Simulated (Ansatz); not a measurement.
**C5H5N (pyridine), step by step**

We compute a series of 14 runs (HF/STO-3G, UHF/STO-3G, HF/3-21G, UHF/3-21G, HF/6-31G*, B3LYP/6-31G*, MP2/6-31G*) of C5H5N. 

The results are computed with Ansatz 0.2.0.

### 1 The molecule

C5H5N: 11 atoms, total charge 0, spin state singlet. As SMILES, `c1ccncc1`. The coordinates come from a PBE0-D4/def2-TZVP relaxation. The run starts from this shape.

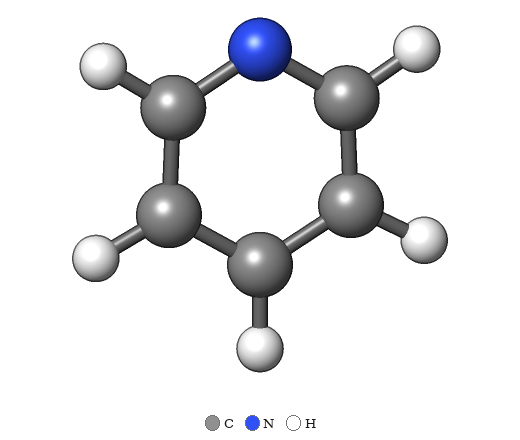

The structure, seen from a chosen angle (carbon grey, nitrogen blue, hydrogen white).

### 2 A geometry optimisation at HF/STO-3G (start density atoms) (run 1)

The input, job.yaml:

```yaml
crystal:
  periodic: [false, false, false]
  atoms:
    - symbol: C
      position_ang: [-0.667720, -0.765770, -0.614490]
    - symbol: C
      position_ang: [-0.421430, -0.964970, 0.733820]
    - symbol: C
      position_ang: [0.365230, -0.040170, 1.405070]
    - symbol: "N"
      position_ang: [0.898380, 1.030300, 0.826760]
    - symbol: C
      position_ang: [0.654450, 1.209600, -0.466670]
    - symbol: C
      position_ang: [-0.117950, 0.346400, -1.230180]
    - symbol: H
      position_ang: [-1.277400, -1.465020, -1.175580]
    - symbol: H
      position_ang: [-0.829020, -1.819610, 1.260330]
    - symbol: H
      position_ang: [0.577170, -0.167840, 2.463300]
    - symbol: H
      position_ang: [1.099920, 2.091180, -0.919930]
    - symbol: H
      position_ang: [-0.281610, 0.545900, -2.282410]
basis:
  gaussian:
    orbitals: STO-3G
output:
  orbitals: {seedname: orbitals}
hamiltonian:
  xc: hf
relax:
  f_tol: 0.002
```

Started as:

```console
$ ansatz run job.yaml --threads 1 --pin off --max-ram 3480MiB --events-out events.jsonl --progress --plain --runs-dir runs
```

Standard output:

```text
Warning: RAYON_NUM_THREADS=1 ignored (pool sized by the plan → 1); use --threads N
The last accepted step is kept in runs//last_step.txt (removed where the run ends without a failure and the disk answers)
[... 50 lines left out ...]
Total energy: -6629.74429090 eV, -243.6386088886 hartree
[... 11 lines left out ...]
Dipole moment:    -0.241082    -0.276492    -0.221867 e Å
```

Wall time 6 s (1 thread of Arm Neoverse V1, shared host); peak memory 0.09 GiB.

The path in brief:

| step | energy from the first frame kept (eV) | largest force (eV/Å) |
| --- | --- | --- |
| 1 | 0.0000 | 1.9004 |
| 2 | -0.0402 | 0.5321 |
| 3 | -0.0432 | 0.0771 |
| 4 | -0.0433 | 0.0060 |
| 5 | -0.0433 | 0.0034 |
| 6 | -0.0433 | 0.0005 |

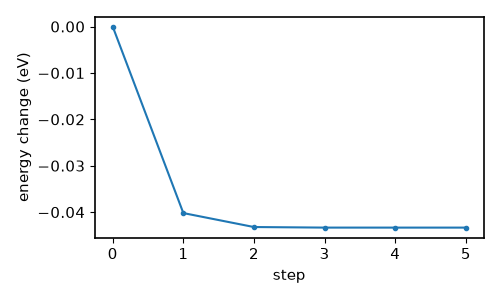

Energy along the run.

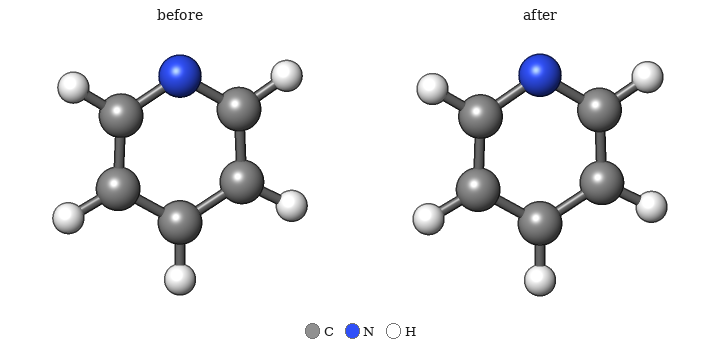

Before and after, at one scale.

After the run. Bond lengths: C1–C2 1.385 Å, C2–C3 1.388 Å, C3–N4 1.353 Å, N4–C5 1.353 Å, C1–C6 1.385 Å, C5–C6 1.388 Å, C1–H7 1.083 Å, C2–H8 1.082 Å, C3–H9 1.087 Å, C5–H10 1.087 Å, C6–H11 1.082 Å. Some angles: C1–C2–C3 118.9°, C2–C1–C6 118.5°, C2–C3–N4 124.2°, C3–N4–C5 115.4°, N4–C5–C6 124.2°, C1–C6–C5 118.9°, C1–C2–H8 121.1°, C3–C2–H8 120.1°, C2–C1–H7 120.8°, C6–C1–H7 120.8°.

### 3 Vibrational wavenumbers at HF/STO-3G (start density atoms) (run 2)

The input, input.yaml:

```yaml
crystal:
  periodic: [false, false, false]
  atoms:
    - {symbol: C, position_ang: [-0.668672, -0.766841, -0.615345]}
    - {symbol: C, position_ang: [-0.421921, -0.965470, 0.733161]}
    - {symbol: C, position_ang: [0.364048, -0.045476, 1.413164]}
    - {symbol: N, position_ang: [0.916365, 1.050945, 0.843319]}
    - {symbol: C, position_ang: [0.655747, 1.215039, -0.474660]}
    - {symbol: C, position_ang: [-0.118500, 0.345679, -1.230500]}
    - {symbol: H, position_ang: [-1.277885, -1.465512, -1.175986]}
    - {symbol: H, position_ang: [-0.830494, -1.819959, 1.255675]}
    - {symbol: H, position_ang: [0.569163, -0.183676, 2.471511]}
    - {symbol: H, position_ang: [1.096144, 2.093523, -0.938970]}
    - {symbol: H, position_ang: [-0.283975, 0.541747, -2.281348]}
basis:
  gaussian:
    orbitals: STO-3G
hamiltonian:
  xc: hf
phonons:
  temperatures: {t_min: 298.15, t_max: 298.15, t_step: 1}
```

Started as:

```console
$ ansatz run input.yaml --threads 1 --pin off --max-ram 3480MiB --events-out events.jsonl --progress --plain --runs-dir runs
```

Standard output:

```text
Warning: RAYON_NUM_THREADS=1 ignored (pool sized by the plan → 1); use --threads N
[... 357 lines left out ...]
Total energy: -6629.74428712 eV, -243.6386087495 hartree
[... 11 lines left out ...]
Dipole moment:    -0.241083    -0.276493    -0.221868 e Å
Vibrations: 460.36 474.86 690.68 737.58 843.19 862.52 1057.94 1081.20 1111.94 1137.53 1181.16 1190.63 1205.26 1240.51 1247.51 1353.10 1399.62 1557.82 1684.03 1756.82 1895.49 1906.56 3699.92 3704.62 3724.13 3740.88 3749.09 cm⁻¹, zero-point energy 2.770734 eV
```

Run time: 47 s. Hardware: 1 thread of Arm Neoverse V1, shared host; peak memory 0.082 GiB.

Run 3 isn't shown in full; the table further down has it.

### 4 The doublet cation: a structure relaxation at UHF/STO-3G (start density atoms) (run 4)

The input, run.yaml:

```yaml
crystal:
  periodic: [false, false, false]
  atoms:
    - {symbol: C, position_ang: [-0.668672, -0.766841, -0.615345]}
    - {symbol: C, position_ang: [-0.421921, -0.965470, 0.733161]}
    - {symbol: C, position_ang: [0.364048, -0.045476, 1.413164]}
    - {symbol: N, position_ang: [0.916365, 1.050945, 0.843319]}
    - {symbol: C, position_ang: [0.655747, 1.215039, -0.474660]}
    - {symbol: C, position_ang: [-0.118500, 0.345679, -1.230500]}
    - {symbol: H, position_ang: [-1.277885, -1.465512, -1.175986]}
    - {symbol: H, position_ang: [-0.830494, -1.819959, 1.255675]}
    - {symbol: H, position_ang: [0.569163, -0.183676, 2.471511]}
    - {symbol: H, position_ang: [1.096144, 2.093523, -0.938970]}
    - {symbol: H, position_ang: [-0.283975, 0.541747, -2.281348]}
basis:
  gaussian:
    orbitals: STO-3G
relax: {}
total_charge: 1
magnetization:
  spin_polarized: true
  initial_magnetization: 1
hamiltonian:
  xc: hf
```

Started as:

```console
$ ansatz run run.yaml --threads 1 --pin off --max-ram 3480MiB --events-out events.jsonl --progress --plain --runs-dir runs
```

Standard output:

```text
Warning: RAYON_NUM_THREADS=1 ignored (pool sized by the plan → 1); use --threads N
The last accepted step is kept in runs//last_step.txt (removed where the run ends without a failure and the disk answers)
[... 51 lines left out ...]
Total energy: -6624.41293421 eV, -243.4426851439 hartree
[... 11 lines left out ...]
Dipole moment:     0.207632     0.238070     0.191044 e Å
```

Wall time 9.3 s (1 thread of Arm Neoverse V1, shared host); peak memory 0.097 GiB.

The path in brief:

| step | energy from the first frame kept (eV) | largest force (eV/Å) |
| --- | --- | --- |
| 1 | 0.0000 | 4.7845 |
| 2 | -0.6600 | 1.5132 |
| 3 | -0.7487 | 0.1207 |
| 4 | -0.7504 | 0.0271 |
| 5 | -0.7504 | 0.0054 |

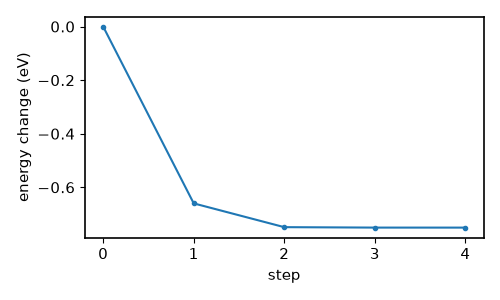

Energy along the run.

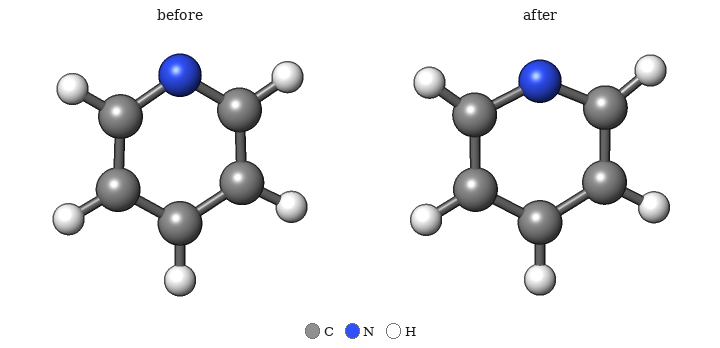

Before and after, at one scale.

After the run. Bond lengths: C1–C2 1.423 Å, C2–C3 1.419 Å, C3–N4 1.381 Å, N4–C5 1.381 Å, C1–C6 1.423 Å, C5–C6 1.419 Å, C1–H7 1.086 Å, C2–H8 1.086 Å, C3–H9 1.092 Å, C5–H10 1.092 Å, C6–H11 1.086 Å. Some angles: C1–C2–C3 119.9°, C2–C1–C6 121.5°, C2–C3–N4 113.9°, C3–N4–C5 131.0°, N4–C5–C6 113.9°, C1–C6–C5 119.9°, C1–C2–H8 121.8°, C3–C2–H8 118.3°, C2–C1–H7 119.3°, C6–C1–H7 119.3°.

Runs 5 to 13 aren't shown in full; the table further down has their settings and results.

### 5 The harmonic vibrations at MP2/6-31G(d) (Cartesian functions, start density atoms) (run 14)

The input, job.yaml:

```yaml
crystal:
  periodic: [false, false, false]
  atoms:
    - {symbol: C, position_ang: [-0.673493, -0.772420, -0.619815]}
    - {symbol: C, position_ang: [-0.424527, -0.971426, 0.737668]}
    - {symbol: C, position_ang: [0.366442, -0.043148, 1.416415]}
    - {symbol: "N", position_ang: [0.909256, 1.042776, 0.836766]}
    - {symbol: C, position_ang: [0.658456, 1.218549, -0.473224]}
    - {symbol: C, position_ang: [-0.119240, 0.347799, -1.238086]}
    - {symbol: H, position_ang: [-1.284873, -1.473570, -1.182447]}
    - {symbol: H, position_ang: [-0.833737, -1.828820, 1.264790]}
    - {symbol: H, position_ang: [0.580047, -0.169020, 2.476474]}
    - {symbol: H, position_ang: [1.105663, 2.102268, -0.925156]}
    - {symbol: H, position_ang: [-0.283973, 0.547014, -2.293364]}
basis:
  gaussian: {orbitals: "6-31G*"}
magnetization: {spin_polarized: false}
correlation: {method: mp2}
phonons: {temperatures: {t_min: 298.15, t_max: 298.15, t_step: 1}}
```

Started as:

```console
$ ansatz run job.yaml --threads 1 --pin off --max-ram 3480MiB --events-out events.jsonl --progress --plain --runs-dir runs
```

Standard output:

```text
Warning: RAYON_NUM_THREADS=1 ignored (pool sized by the plan → 1); use --threads N
[... 41 lines left out ...]
6 core orbitals not correlated: weight in the atoms' cores, before any rotation towards them, 1.000 or more for the frozen orbitals, at most 0.000 for the correlated occupied ones
[... 115 lines left out ...]
6 core orbitals not correlated: weight in the atoms' cores, before any rotation towards them, 1.000 or more for the frozen orbitals, at most 0.000 for the correlated occupied ones
[... 115 lines left out ...]
6 core orbitals not correlated: weight in the atoms' cores, before any rotation towards them, 1.000 or more for the frozen orbitals, at most 0.000 for the correlated occupied ones
[... 115 lines left out ...]
6 core orbitals not correlated: weight in the atoms' cores, before any rotation towards them, 1.000 or more for the frozen orbitals, at most 0.000 for the correlated occupied ones
[... 116 lines left out ...]
Dipole moment:    -0.271144    -0.310955    -0.249523 e Å
[... 1 line left out ...]
Checks for a lower state left out: cluster_reference
```

It took 5.3 min on 1 thread of Arm Neoverse V1, shared host; peak memory 0.25 GiB.

### 6 All runs side by side

| run | level | task | walk f tol | partner | energy (Eh) | dipole moment (D) | wall time |
| --- | --- | --- | --- | --- | --- | --- | --- |
| 1 | HF/STO-3G (start density atoms) | optimise | 0.002 | base | -243.638609 | 2.06 | 6 s |
| 2 | HF/STO-3G (start density atoms) | frequencies | – | base | -243.638609 | 2.06 | 47 s |
| 3 | UHF/STO-3G (start density atoms) | energy | – | cation | -243.415089 | – | 1.8 s |
| 4 | UHF/STO-3G (start density atoms) | optimise | – | cation | -243.442685 | – | 9.3 s |
| 5 | HF/3-21G (start density atoms) | optimise | 0.002 | base | -245.311986 | 2.40 | 6.9 s |
| 6 | HF/3-21G (start density atoms) | frequencies | – | base | -245.311986 | 2.40 | 60 s |
| 7 | UHF/3-21G (start density atoms) | energy | – | cation | -245.017507 | – | 1.8 s |
| 8 | UHF/3-21G (start density atoms) | optimise | – | cation | -245.033223 | – | 14 s |
| 9 | HF/6-31G* (Cartesian functions, start density atoms) | optimise | 0.002 | base | -246.695818 | 2.31 | 15 s |
| 10 | HF/6-31G* (Cartesian functions, start density atoms) | frequencies | – | base | -246.695818 | 2.31 | 2.4 min |
| 11 | B3LYP/6-31G* (Cartesian functions, start density atoms) | optimise | 0.002 | base | -248.284963 | 2.19 | 29 s |
| 12 | B3LYP/6-31G* (Cartesian functions, start density atoms) | frequencies | – | base | -248.284963 | 2.19 | 4 min |
| 13 | MP2/6-31G* (Cartesian functions, start density atoms) | optimise | 0.002 | base | -247.482528 | 2.32 | 30 s |
| 14 | MP2/6-31G* (Cartesian functions, start density atoms) | frequencies | – | base | -247.482528 | 2.32 | 5.3 min |

### 7 Outcome

| quantity | value |
| --- | --- |
| run 14, MP2/6-31G*: total energy | -247.48253 Eh |
| run 14, MP2/6-31G*: dipole moment (correlated density) | 2.32 D |
| run 14, MP2/6-31G*: correlation energy (6 core orbitals frozen) | -789.1 mEh |
| run 14, MP2/6-31G*: largest force on an atom | 0.001 eV/Å |
| run 14, MP2/6-31G*: lowest harmonic wavenumber | 378 cm⁻¹ |
| run 14, MP2/6-31G*: highest harmonic wavenumber | 3255 cm⁻¹ |
| run 14, MP2/6-31G*: zero-point energy | 234.8 kJ/mol |
| vertical ionisation energy (to the doublet cation), HF/STO-3G | 6.082 eV |
| vertical ionisation energy (to the doublet cation), HF/3-21G | 8.013 eV |
| adiabatic ionisation energy (to the doublet cation, no zero-point term), HF/STO-3G | 5.331 eV |
| adiabatic ionisation energy (to the doublet cation, no zero-point term), HF/3-21G | 7.586 eV |

**Reading.** At HF/STO-3G: removing an electron at fixed nuclei costs 6.08 eV (140 kcal/mol). Its partner is spin-contaminated (⟨S²⟩ = 1.59 against 0.75), so the difference is in doubt. In a minimal basis such a difference can be off by several eV, whatever the method. At HF/3-21G: the vertical ionisation energy comes to 8.01 eV (185 kcal/mol). Its partner is spin-contaminated (⟨S²⟩ = 1.19 against 0.75), so the difference is in doubt. At HF/STO-3G: the adiabatic ionisation energy (to the doublet cation, no zero-point term) is 5.33 eV (514 kJ/mol). In runs 13, 14 the log says that unrestricted orbitals would lower the reference, so the values rest on an unstable closed-shell determinant (other closed-shell runs at this shape may share the fault). In runs 1, 2, 3, 4 the basis is minimal, so the values are rough. Spin contamination of the reference: run 4 ⟨S²⟩ = 1.84, run 3 ⟨S²⟩ = 1.59, run 8 ⟨S²⟩ = 1.27, run 7 ⟨S²⟩ = 1.19. Where it is this large, the reference is a mixture of spin states, and values that rest on it are in doubt. All runs together took 15 min, the longest 5.3 min.
